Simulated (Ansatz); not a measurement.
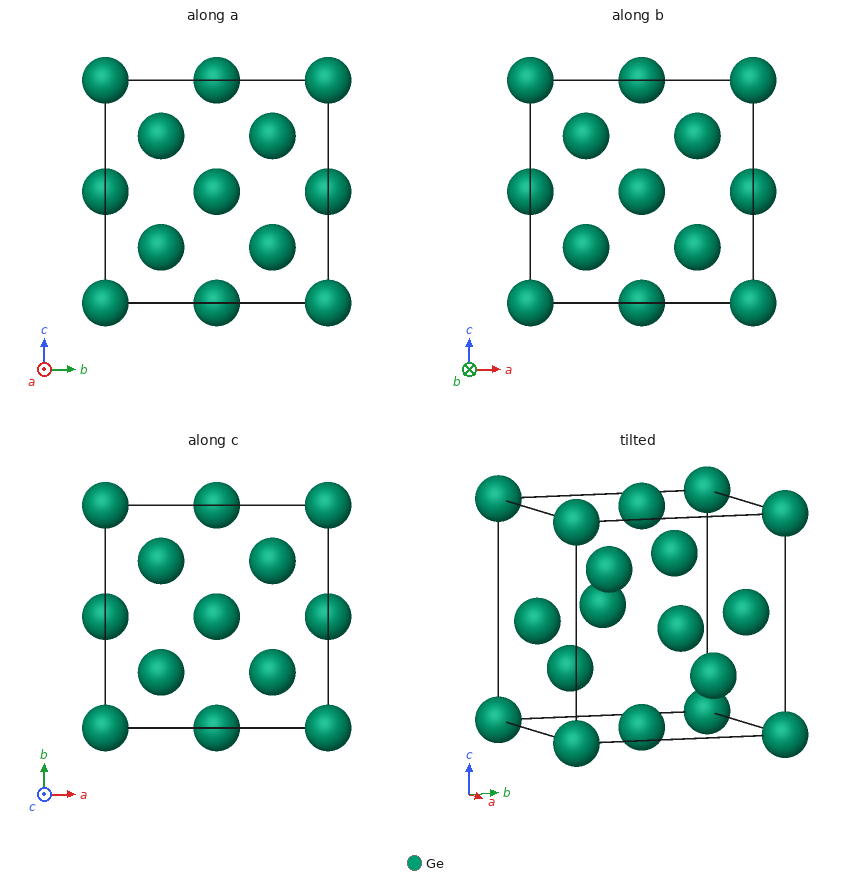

The crystal in a spheres-only representation, seen along the a axis, along the b axis, along the c axis and slightly off an axis. The edges of the conventional unit cell are marked.

Lattice parameters: a = 5.7609 Å, b = 5.7609 Å, c = 5.7609 Å, α = 90.000°, β = 90.000°, γ = 90.000°.

### Convert the drawing into a CIF in P1 with every atom of the cell.

```cif
data_structure
_symmetry_space_group_name_H-M 'P 1'
_symmetry_Int_Tables_number 1
_cell_length_a 5.7609
_cell_length_b 5.7609
_cell_length_c 5.7609
_cell_angle_alpha 90.000
_cell_angle_beta 90.000
_cell_angle_gamma 90.000
_cell_volume 191.19
loop_
_atom_site_label
_atom_site_type_symbol
_atom_site_fract_x
_atom_site_fract_y
_atom_site_fract_z
_atom_site_occupancy
Ge1 Ge 0.5000 0.5000 0.0000 1
Ge2 Ge 0.7500 0.2500 0.7500 1
Ge3 Ge 0.5000 0.0000 0.5000 1
Ge4 Ge 0.7500 0.7500 0.2500 1
Ge5 Ge 0.0000 0.5000 0.5000 1
Ge6 Ge 0.2500 0.2500 0.2500 1
Ge7 Ge 0.0000 0.0000 0.0000 1
Ge8 Ge 0.2500 0.7500 0.7500 1
```

Starting structure: a structure type filled with this element by a generator (whether the element takes this form wasn't checked). Earlier steps of the study may have refined or changed the cell and positions. It went into a calculation with Ansatz.

At this level of theory the cell isn't at rest (stretched, at -4 GPa), so its distances can differ from those at equilibrium, the more so the softer the solid.
